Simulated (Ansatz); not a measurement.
Read the following structure.

```xyz
8
Lattice="3.6891 0.0000 0.0000 0.0000 3.6891 0.0000 0.0000 0.0000 8.7117" Properties=species:S:1:pos:R:3 pbc="T T T"
Ti    0.0000    0.0000    4.3559
Ti    1.8446    1.8446    0.0000
Ti    1.8446    1.8446    4.3559
Al    0.0000    1.8446    2.1984
Al    0.0000    1.8446    6.5133
Al    1.8446    0.0000    2.1984
Al    1.8446    0.0000    6.5133
Al    0.0000    0.0000    0.0000
```

**What structure is this?**

The stoichiometry is Ti$_{3}$Al$_{5}$. The structure has P4/mmm (No. 123) symmetry and a primitive tetragonal lattice. Counting shared atoms by their share gives 3 Ti, 5 Al, or 8 atoms.

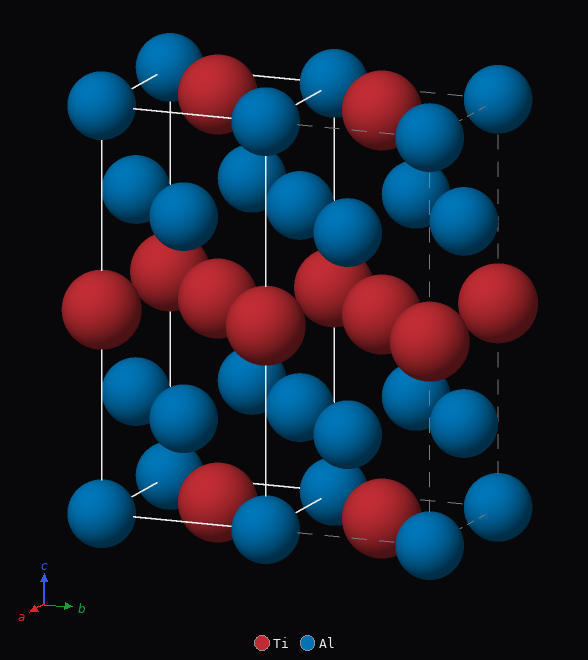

A spheres-only rendering, viewed slightly off an axis. One conventional unit cell is drawn solid; the view covers 1×2×1 cells.

Source of the structure: a structure listed in the Materials Project. The cell was then strained or its atoms displaced on purpose. Ansatz was used for an electronic-structure calculation on it.

At this level of theory the run's own cell isn't at rest (compressed, at 8 GPa), so its distances can differ from those at equilibrium, the more so the softer the solid.
